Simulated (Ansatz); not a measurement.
Mg9O8 (cell with a defect)

```
CELL_PARAMETERS angstrom
0.00000 4.21200 4.21200
4.21200 0.00000 4.21200
4.21200 4.21200 0.00000
ATOMIC_POSITIONS crystal
Mg 0.99903 0.00165 0.00394
O 0.26966 0.24214 0.26289
Mg 0.02197 0.93668 0.52085
O 0.25814 0.23002 0.75500
Mg 0.02933 0.53019 0.91231
O 0.25760 0.75525 0.23085
Mg 0.02063 0.51713 0.51648
O 0.25888 0.75666 0.75820
Mg 0.49672 0.00164 0.00390
O 0.72658 0.24226 0.26284
Mg 0.49729 0.99489 0.51186
O 0.75256 0.25586 0.74035
Mg 0.49917 0.50086 0.00208
O 0.74073 0.75710 0.26275
Mg 0.44707 0.51703 0.51651
O 0.72753 0.75677 0.75815
Mg 0.89042 0.37438 0.34610
```

PAW files of the earlier set (soft_1).

Level of theory: DFT PBE-D3(BJ), scalar-relativistic, plane waves, PAW in Ansatz 0.2.0.

Core electrons are frozen (PAW), and the valence fields are smoothed inside the atomic spheres.

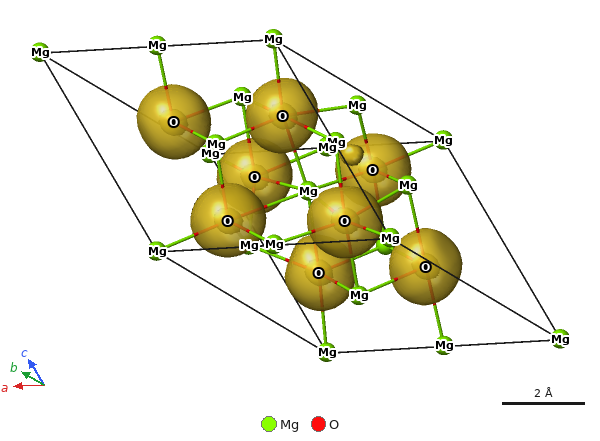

Figure 1. Isosurface of the electron localisation function at 0.65 (yellow), seen at an oblique angle. Core shells and regions of very low density are left out. Sticks mark near contacts.

Question: Describe the localisation domains.

Answer: The surface consists of eight regions wrapped around O (the valence shell of each) and one pocket between the atoms, centred on no nucleus (multi-centre or interstitial), counted in one cell of 17 atoms. Any copies at cell faces, edges or corners count once. Along the contacts the grid gives the following. Mg–O (1.86 Å): the ELF peaks at about 0.80 in the valence shell of O, 0.6 Å from its nucleus, and is about 0.35 at the midpoint; a closed-shell, largely ionic contact. Mg–O (1.92 Å): the ELF peaks at about 0.80 in the valence shell of O, 0.6 Å from its nucleus, and is about 0.35 at the midpoint: a largely ionic contact.

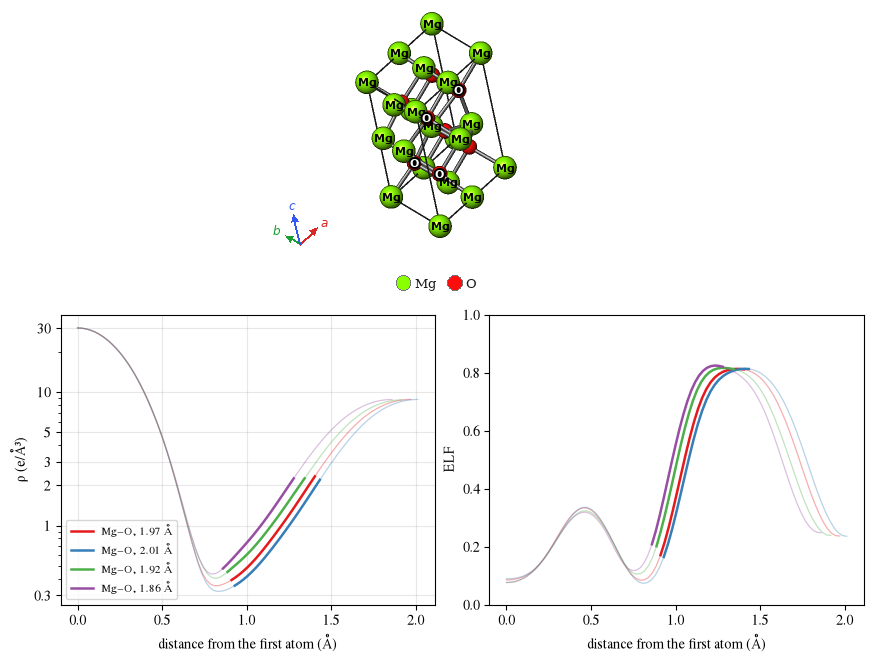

Figure 2. Valence charge density (pseudo) and ELF along straight lines between neighbouring atoms. Thin, pale parts lie inside the atomic spheres. The structure is drawn too.

Question: What kind of bonding do the profiles show?

Answer: Mg–O (1.97 Å): ρ at the midpoint is about 0.46 e/Å³; the ELF peaks at about 0.80 in the valence shell of O, 0.6 Å from its nucleus, and is about 0.35 at the midpoint: an ionic contact with no shared pair.
Mg–O (2.01 Å): the density is about 0.42 e/Å³ at the midpoint; the ELF peaks at about 0.80 in the valence shell of O, 0.6 Å from its nucleus, and is about 0.30 at the midpoint: an ionic contact with no shared pair.
Mg–O (1.92 Å): ρ at the midpoint is about 0.54 e/Å³; the ELF peaks at about 0.80 in the valence shell of O, 0.6 Å from its nucleus, and is about 0.35 at the midpoint; a closed-shell, largely ionic contact.
Mg–O (1.86 Å): ρ is about 0.59 e/Å³ halfway; the ELF peaks at about 0.80 in the valence shell of O, 0.6 Å from its nucleus, and is about 0.35 at the midpoint; a largely ionic contact.
